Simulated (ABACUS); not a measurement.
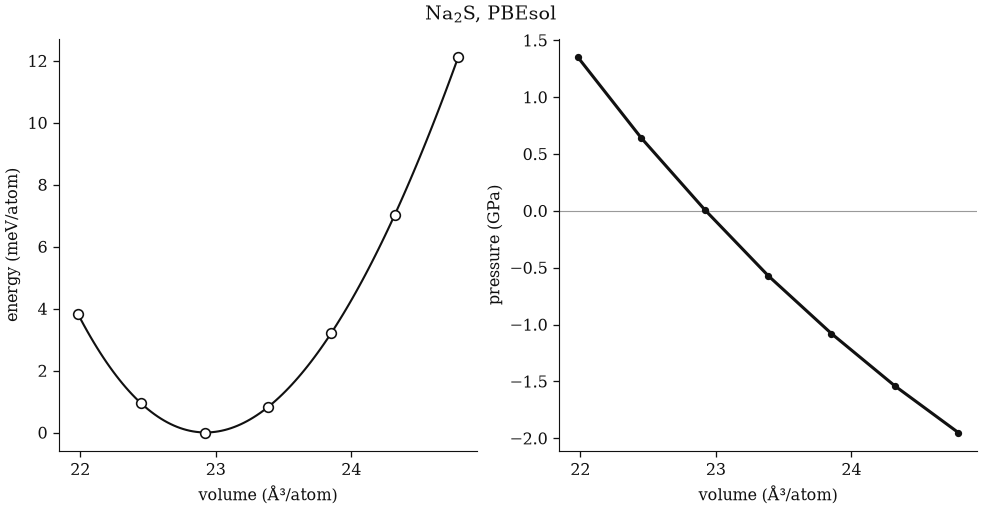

The figure shows the energy and pressure against volume for Na₂S, space group Fm-3m (No. 225).

Structure:
```
S Na
1.0
     0.00000    3.27350    3.27350
     3.27350    0.00000    3.27350
     3.27350    3.27350    0.00000
S Na
1 2
Cartesian
  0.0000 0.0000 0.0000
  4.9102 4.9102 4.9102
  1.6367 1.6367 1.6367
```

Calculation (ABACUS 3.10.1): DFT in plane waves or numerical atomic orbitals with pseudopotentials, no spin polarisation; energies at scaled volumes of the given cell, shape and fractions fixed, counted from the fit's minimum, third-order Birch-Murnaghan fit. Level: PBEsol.

- k mesh: 7×7×7
- occupations: Fermi–Dirac
- smearing width: 0.05 eV
- potentials: PseudoDojo NC SR 0.4.1 PBEsol standard
- wave cutoff: 1211 eV
- density cutoff: 4844 eV
- program settings: basis pw

Give the fitted equation-of-state parameters.

A third-order Birch–Murnaghan fit gives V0 = 22.93 Å³/atom, B0 = 29.4 GPa and B′ = 4.3.

What does the pressure do across the range?

It falls from 1.35 GPa at volume 21.98 Å³/atom to −1.95 GPa at 24.79 Å³/atom, and changes sign near 22.93 Å³/atom.
